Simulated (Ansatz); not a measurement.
**Mo: a changed input and its effect**

System: Mo (Cmcm, 2 atoms in the cell).
Method of the first run: DFT PBEsol, scalar-relativistic, plane waves, PAW, no spin polarisation (Ansatz 0.2.0).

The structure derives from an entry of the Crystallography Open Database. Text and figures count atoms from 1; the logs count them from 0 in places.

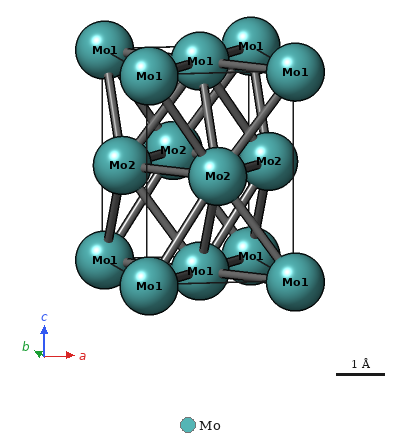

Figure 1. The input geometry (ball-and-stick view of the cell 2 times as large as that of the calculation, set on its symmetry axes, seen slightly off an axis; atoms are numbered from 1 in the order of the input). An atom can appear more than once, as a periodic image.

Input file, the first run:
```yaml
crystal:
  lattice:
    - [-1.5646534271, 1.5646534271, 1.5646534271]
    - [1.5646534271, -1.5646534271, 1.5646534271]
    - [3.1293068543, 3.1293068543, 0.0]
  atoms:
    - { symbol: Mo, position: [-0.0508416187, 0.0508416187, 0.0] }
    - { symbol: Mo, position: [0.5508416187, 0.4491583813, 0.5] }
basis:
  ecutwfc: 420
kpoints:
  mp_grid: { grid: [24, 24, 14] }
hamiltonian:
  xc: pbesol
scf:
  occupations: { method: gaussian, width: 0.15 }
output:
  forces: true
  stress: true
  eigenvalues: true
  write_density: true
  write_potential: true
  elf: true
  volumetric_format: npy
```

Launched with:
```bash
ansatz run input.yaml --threads 2 --pin off --max-ram 5120MiB --backend cpu --events-out ev --progress --plain --runs-dir out
```

Hardware: 2 threads of Arm Neoverse V1, 24 GiB of memory available, shared host.

Output, shortened to warnings, some set-up lines, iterations and results (the first run):
```
Basis set: ecut = 420 eV, 609 PW (Γ), exchange–correlation on 40×40×60 points (8 copies of the dense FFT grid, shifted against one another)
Symmetry: 8 space group operations
k-points: 1256 of 8064
Initial density: superposition of atomic densities (neutral atoms: chi_scale 0, normalization atom), corrected by the library's trained network
[...]
SCF iter   1: F=—  HF=-9794.418348 eV  |F-HF|=—  |Δ(HF+E_count)|=         —  Δρ=5.58e-3  dr2=3.91e-3  ethr=1.77e-3  ⟨swp⟩=5.1  Hψ=100184  notcnv=0
SCF iter   2: F=—  HF=-9794.417373 eV  |F-HF|=—  |Δ(HF+E_count)|=   9.75e-4  Δρ=3.05e-3  dr2=1.08e-3  ethr=1.40e-5  ⟨swp⟩=2.1  Hψ=46196  notcnv=0
SCF iter   3: F=—  HF=-9794.417266 eV  |F-HF|=—  |Δ(HF+E_count)|=   1.07e-4  Δρ=4.20e-4  dr2=3.99e-5  ethr=3.85e-6  ⟨swp⟩=2.0  Hψ=29148  notcnv=0
SCF iter   4: F=—  HF=-9794.417276 eV  |F-HF|=—  |Δ(HF+E_count)|=   1.00e-5  Δρ=6.73e-5  dr2=3.63e-7  ethr=1.42e-7  ⟨swp⟩=2.3  Hψ=37810  notcnv=0
SCF iter   5: F=-9794.417277 eV  HF=-9794.417277 eV  |F-HF|=6.97e-8  |Δ(HF+E_count)|=   3.08e-7  Δρ=1.93e-5  dr2=8.58e-8  ethr=1.30e-9  ⟨swp⟩=2.0  Hψ=40230  notcnv=0
SCF iter   6: F=-9794.417277 eV  HF=-9794.417277 eV  |F-HF|=4.37e-9  |Δ(HF+E_count)|=   3.32e-8  Δρ=5.40e-6  dr2=5.67e-9  ethr=3.06e-10  ⟨swp⟩=5.6  Hψ=137993  notcnv=0
SCF 1 converged in 6 iterations: F = -9794.417277 eV  dr2 = 5.67e-9
SCF converged after 6 iterations
Free energy (F): -9794.417277 eV
Harris-Foulkes:  -9794.417277 eV  (|F-HF|=4.37e-9)
Internal energy: -9794.394675 eV  (E = F + TS)
E sigma→0 (E₀):  -9794.405976 eV
Entropy (-TS):   -0.022601 eV (-11.301 meV/atom)
Fermi energy:    21.318921 eV
--- Per-component energies (eV) ---
  E_band       = -97.662925
  E_kinetic    = 884.460636
  E_local      = -1548.606524  (includes V_loc(G=0)·N_el)
  E_nonlocal   = 290.072679
  E_hartree    = 512.560451
  E_xc         = -365.495317
  E_vxc        = -457.864081  (∫ρ·V_xc dr)
  E_paw        = -6288.007831  (= ΣΔE_a)
  E_vpaw       = -290.843699  (= ΣTr[D̂ρ^β])
  E_aug_tail   = 0.000079  (compensation charges beyond the density's cutoff)
  E_ewald      = -3279.797448
  E_core_change = 0.418599  (= ΣΔE_core)
  E_smearing   = -0.022601  (= −TS)
  E_closure    = 0.000000  (closes the sum)
  Σ components = -9794.417277   (vs F -9794.417277, Δ=0.00e0)
--- Forces (eV/Å), atoms counted from 1 ---
  atom   1  Mo    -1.19110970     1.19110970     0.00000000
  atom   2  Mo     1.19110970    -1.19110970    -0.00000000
  max |Σ_I F_I| component: 0.00e0 eV/Å
--- Stress (GPa, compression-positive) ---
        4.793612       9.447114       0.000000
        9.447114       4.793612       0.000000
        0.000000      -0.000000       0.025597
  P = ⅓ Tr σ = 3.2043 GPa (32.043 kbar)
```

The input of the second run differs as follows (lines with − go, lines with + come):
```diff
-    - { symbol: Mo, position: [-0.0508416187, 0.0508416187, 0.0] }
-    - { symbol: Mo, position: [0.5508416187, 0.4491583813, 0.5] }
+    - { symbol: Mo, position: [-0.0084736031, 0.0084736031, 0.0] }
+    - { symbol: Mo, position: [0.5084736031, 0.4915263969, 0.5] }
```

How does the second run compare with the first run?

With the same functional and potentials, the second run lies 255.1 meV per atom lower. The pressure goes from 3.20 to 0.21 GPa. The largest force goes from 1.684 to 0.507 eV/Å. The number of SCF iterations is the same.

Output, shortened to warnings, some set-up lines, iterations and results (the second run):
```
Basis set: ecut = 420 eV, 609 PW (Γ), exchange–correlation on 40×40×60 points (8 copies of the dense FFT grid, shifted against one another)
Symmetry: 8 space group operations
k-points: 1256 of 8064
Initial density: superposition of atomic densities (neutral atoms: chi_scale 0, normalization atom), corrected by the library's trained network
[...]
SCF iter   1: F=—  HF=-9794.930388 eV  |F-HF|=—  |Δ(HF+E_count)|=         —  Δρ=6.21e-3  dr2=8.00e-3  ethr=1.77e-3  ⟨swp⟩=5.1  Hψ=99468  notcnv=0
SCF iter   2: F=—  HF=-9794.928230 eV  |F-HF|=—  |Δ(HF+E_count)|=   2.16e-3  Δρ=3.32e-3  dr2=2.13e-3  ethr=2.86e-5  ⟨swp⟩=1.7  Hψ=39961  notcnv=0
SCF iter   3: F=—  HF=-9794.927517 eV  |F-HF|=—  |Δ(HF+E_count)|=   7.13e-4  Δρ=3.11e-4  dr2=2.82e-5  ethr=7.60e-6  ⟨swp⟩=2.0  Hψ=29676  notcnv=0
SCF iter   4: F=—  HF=-9794.927531 eV  |F-HF|=—  |Δ(HF+E_count)|=   1.43e-5  Δρ=4.84e-5  dr2=2.13e-7  ethr=1.01e-7  ⟨swp⟩=2.5  Hψ=38667  notcnv=0
SCF iter   5: F=-9794.927532 eV  HF=-9794.927532 eV  |F-HF|=3.30e-8  |Δ(HF+E_count)|=   3.66e-7  Δρ=1.34e-5  dr2=4.44e-8  ethr=7.62e-10  ⟨swp⟩=2.0  Hψ=39032  notcnv=0
SCF iter   6: F=-9794.927532 eV  HF=-9794.927532 eV  |F-HF|=2.13e-9  |Δ(HF+E_count)|=   1.49e-8  Δρ=3.82e-6  dr2=3.00e-9  ethr=1.59e-10  ⟨swp⟩=5.2  Hψ=130218  notcnv=0
SCF 1 converged in 6 iterations: F = -9794.927532 eV  dr2 = 3.00e-9
SCF converged after 6 iterations
Free energy (F): -9794.927532 eV
Harris-Foulkes:  -9794.927532 eV  (|F-HF|=2.13e-9)
Internal energy: -9794.912945 eV  (E = F + TS)
E sigma→0 (E₀):  -9794.920239 eV
Entropy (-TS):   -0.014586 eV (-7.293 meV/atom)
Fermi energy:    21.487719 eV
--- Per-component energies (eV) ---
  E_band       = -99.298178
  E_kinetic    = 883.306586
  E_local      = -1541.375987  (includes V_loc(G=0)·N_el)
  E_nonlocal   = 289.147946
  E_hartree    = 508.899147
  E_xc         = -365.445597
  E_vxc        = -457.789285  (∫ρ·V_xc dr)
  E_paw        = -6287.685540  (= ΣΔE_a)
  E_vpaw       = -290.383604  (= ΣTr[D̂ρ^β])
  E_aug_tail   = 0.000082  (compensation charges beyond the density's cutoff)
  E_ewald      = -3282.178182
  E_core_change = 0.418599  (= ΣΔE_core)
  E_smearing   = -0.014586  (= −TS)
  E_closure    = 0.000000  (closes the sum)
  Σ components = -9794.927532   (vs F -9794.927532, Δ=0.00e0)
--- Forces (eV/Å), atoms counted from 1 ---
  atom   1  Mo    -0.35815933     0.35815933     0.00000000
  atom   2  Mo     0.35815933    -0.35815933    -0.00000000
  max |Σ_I F_I| component: 5.55e-17 eV/Å
--- Stress (GPa, compression-positive) ---
        0.257964       0.474693       0.000000
        0.474693       0.257964       0.000000
        0.000000       0.000000       0.103980
  P = ⅓ Tr σ = 0.2066 GPa (2.066 kbar)
```

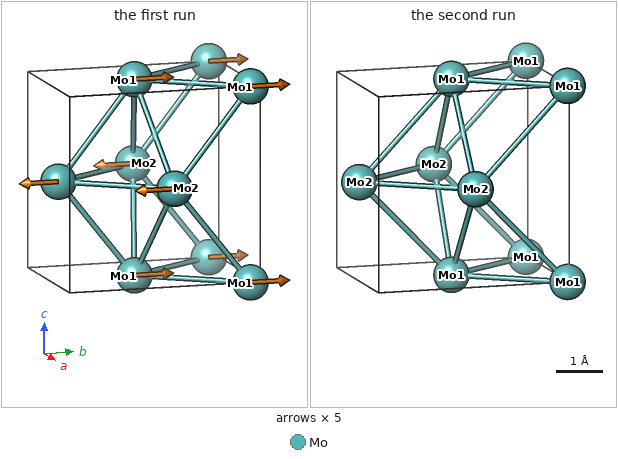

Figure 2. The two input geometries at one scale (ball-and-stick view of the cell 2 times as large as that of the calculation, set on its symmetry axes, seen slightly off an axis). The orange arrows on the first give the shifts of the atoms relative to the cell, with their mean removed, magnified 5 times. The largest moves, 0.19 Å, are those of Mo1 and Mo2. (The mean shift of all atoms is removed.) The cell doesn't change. Among the contacts that change: Mo1–Mo2 2.829 → 3.077 Å.

The two runs side by side:

| quantity | the first run | the second run |
| --- | --- | --- |
| outcome | converged | converged |
| free energy per atom (eV) | −4897.2086 | −4897.4638 |
| energy per atom, smearing taken to zero (eV) | −4897.2030 | −4897.4601 |
| gap on the mesh (eV) | 0.00 | 0.00 |
| pressure (GPa) | 3.20 | 0.21 |
| largest force (eV/Å) | 1.684 | 0.507 |
| SCF iterations | 6 | 6 |
| irreducible k-points | 1256 | 1256 |
| plane waves at Γ | 609 | 609 |
| wall time (shared host) | 22 s | 23 s |
